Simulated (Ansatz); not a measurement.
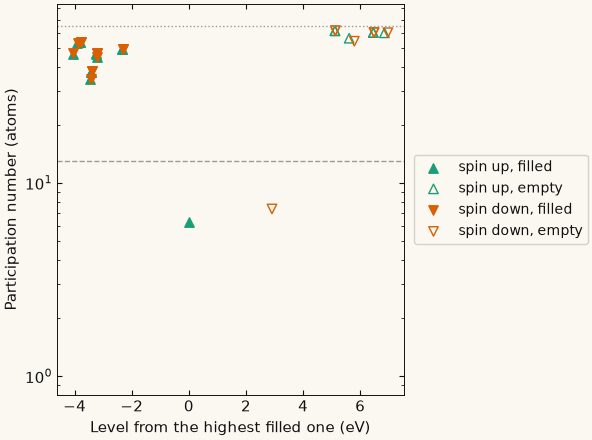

Levels near the gap of a 65-atom cell against the number of atoms over which each spreads (dotted: all atoms; dashed: a fifth of them). Host BN with interstitial H. System: B32N32H (defect cell), 65 atoms in the cell. Level of theory: DFT, HSE06, PAW, plane waves, one k point, (0.25, 0.25, 0.25), 420 eV cutoff; code Ansatz 0.2.0.

2 of the 38 levels shown spread over less than a fifth of the cell: 0.00 eV (spin up, filled, over about 6 atoms, mostly N) and 2.91 eV (spin down, empty, over about 7 atoms, mostly N). The lowest empty level lies 2.91 eV above the highest filled one. The cell's moment is 1.0 μB.

One k point in a finite cell, so levels carry errors of tenths of an eV.
